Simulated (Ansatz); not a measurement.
The calculation's input:

```
crystal:
  lattice:
    - [0.15753066, 2.01904464, 1.9118309]
    - [2.12472561, -0.02639602, 2.09575758]
    - [2.02995326, 2.10819897, 0.06837633]
  atoms:
    - { symbol: Mo, position: [0.0, 0.0, 0.0] }
hamiltonian:
  xc: hse06
  pseudopotentials: { kind: paw_fr }
magnetization:
  noncollinear: true
  spin_orbit: true
kpoints:
  mp_grid: { grid: [5, 5, 5] }
scf:
  occupations: { method: fermi_dirac, width: 0.05 }
output:
  forces: true
  stress: true
  eigenvalues: true
  write_density: true
  write_potential: true
  elf: true
  volumetric_format: npy
```

Run with:

```sh
ansatz run input.yaml --threads 2 --pin off --max-ram 5632MiB --backend cpu --events-out ev --progress --plain --runs-dir out
```

Below, planes, directions and counts refer to the conventional cell (a = 2.63 Å, b = 2.79 Å, c = 2.84 Å, α = 64.03°, β = 64.98°, γ = 65.39°).

Space group P-1; computed pressure about −9 GPa in this cell.

All numbers below come from Ansatz, Kohn-Sham DFT of a periodic cell, HSE06, spin-orbit coupling, Ansatz PAW.

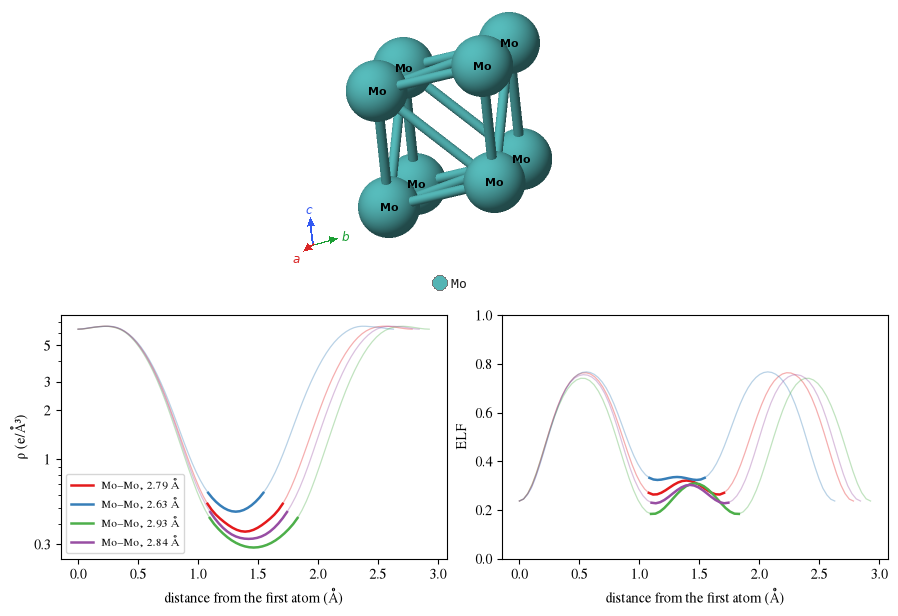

Mo. Valence charge density (pseudo) and electron localisation function along straight lines between neighbouring atoms. Thin, pale parts lie inside the atomic spheres. The structure is drawn too.

Core electrons are frozen (PAW), and the valence fields are smoothed inside the atomic spheres.

### What can be read from the curves?

Mo–Mo (2.79 Å): ρ at the midpoint is about 0.36 e/Å³; the ELF is about 0.30 at the midpoint.
Mo–Mo (2.63 Å): the density is about 0.48 e/Å³ at the midpoint; the ELF is about 0.35 at the midpoint.
Mo–Mo (2.93 Å): the density is about 0.29 e/Å³ at the midpoint; the ELF is about 0.30 at the midpoint.
Mo–Mo (2.84 Å): ρ at the midpoint is about 0.32 e/Å³; the ELF is about 0.30 at the midpoint.
